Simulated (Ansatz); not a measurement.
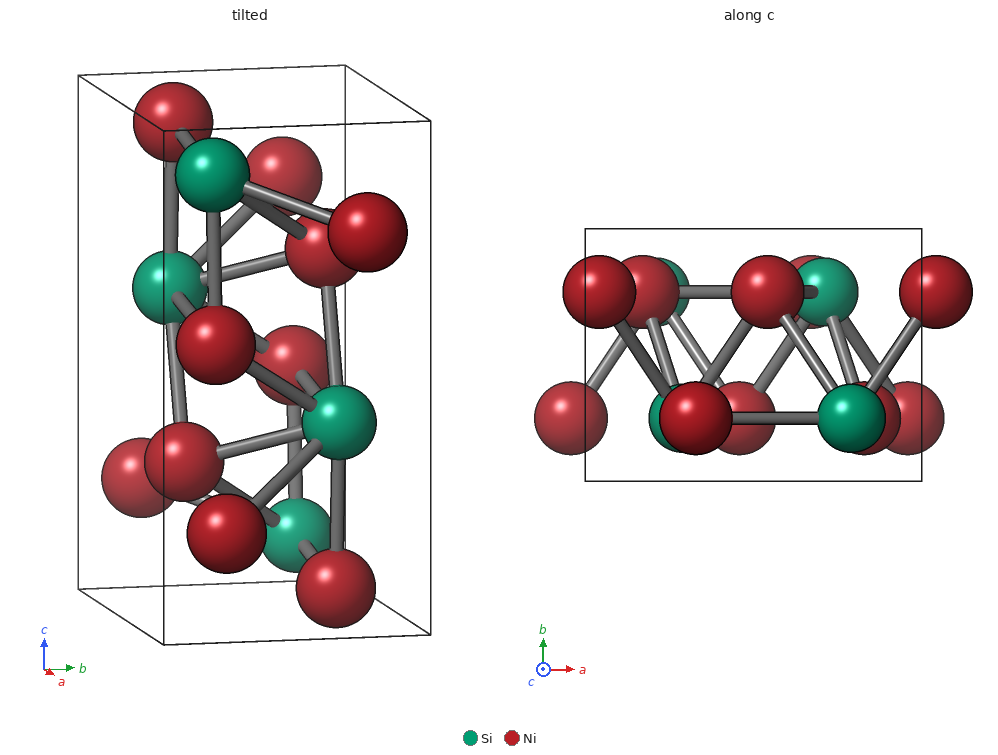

View slightly off an axis and along the c axis, drawn as a ball-and-stick model. The parallelepiped is the conventional unit cell.

Describe the crystal.

- Formula: SiNi2.
- The structure has Pnma (No. 62) symmetry and a primitive orthorhombic lattice.
- Cell content 4 Si, 8 Ni; Z = 4.
- Si is coordinated by ten Ni. Not all metal-metal contacts are counted.
- The bonds build a three-dimensional framework.

Its origin is a structure listed in the Materials Project. Earlier steps of the study, as a rule a relaxation of our own, may have changed the cell and positions, so they can lie some per cent off the listed ones. It was the input of a calculation with Ansatz.

At this level of theory the run's own cell isn't at rest (compressed, at 8 GPa), so its distances can differ from those at equilibrium, the more so the softer the solid.
